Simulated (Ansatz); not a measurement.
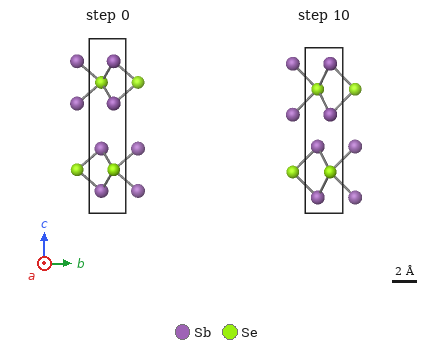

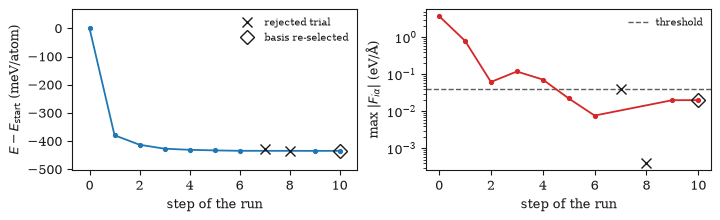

First and last geometry of a relaxation of solid Sb$_{2}$Se (a generated structure, set up in P6_3/mmc) (coarse preliminary run), with the history of the run. A ball-and-stick model of the cell of the calculation, seen along the a axis.

The calculation used Ansatz, DFT PBE, scalar-relativistic, plane waves, PAW.

The input:
```yaml
crystal:
  lattice:
    - [3.52578661, 0.0, 0.0]
    - [-1.76289331, 3.05342077, 0.0]
    - [0.0, 0.0, 14.588967]
  atoms:
    - { symbol: Sb, position: [0.33333333, 0.66666667, 0.87100077] }
    - { symbol: Sb, position: [0.66666667, 0.33333333, 0.37100077] }
    - { symbol: Sb, position: [0.33333333, 0.66666667, 0.62899923] }
    - { symbol: Sb, position: [0.66666667, 0.33333333, 0.12899923] }
    - { symbol: Se, position: [0.66666667, 0.33333333, 0.75] }
    - { symbol: Se, position: [0.33333333, 0.66666667, 0.25] }
basis:
  ecutwfc: 420
kpoints:
  mp_grid: { grid: [6, 6, 2] }
hamiltonian:
  xc: pbe
scf:
  occupations: { method: gaussian, width: 0.1 }
  lower_state_search: "off"
output:
  forces: true
  stress: true
  eigenvalues: true
relax:
  adjacent_minimum: "off"
  f_tol: 0.04
  max_steps: 70
  cell: { stress_tol: 0.4 }
```

Command:
```bash
ansatz run input.yaml --threads 1 --pin off --max-ram 2560MiB --backend cpu --events-out ev --progress --plain --runs-dir out
```

### Did the run converge, and what did it change?

It converged. The largest moves relative to the cell, 0.45 Å, are those of Sb1, Sb2, Sb3 and Sb4. Sb4 goes along −c. Se stays in place. The drawn cell changes as follows: a = b 3.526 → 3.609 Å (+2.4 %), c 14.589 → 13.832 Å (−5.2 %); the volume changes by −0.7 %. Among the contacts that change: Sb1–Se5 2.694 → 2.978 Å. Among the angles between lasting bonds that change: Sb1–Se5–Sb3 81.9° → 91.2°, Sb1–Se5–Sb1 81.7° → 74.6°, Se5–Sb1–Se5 81.7° → 74.6°. The space group stays P6_3/mmc (No. 194). After 7 accepted moves (10 points after the start) the energy has fallen by 434 meV per atom. Largest force component: 3.8 eV/Å at the start, 0.02 eV/Å at the end. Pressure: 14.10 GPa at the start and −0.02 GPa at the end. The line search rejected the trial steps at points 7, 8 of the run. At 1 point the geometry stayed and the basis and grid were re-selected for the new cell (energy shift of less than 0.05 meV per atom at most each time).

Limits of the set-up: layers or molecules are held without a dispersion correction, so their spacing is unreliable.
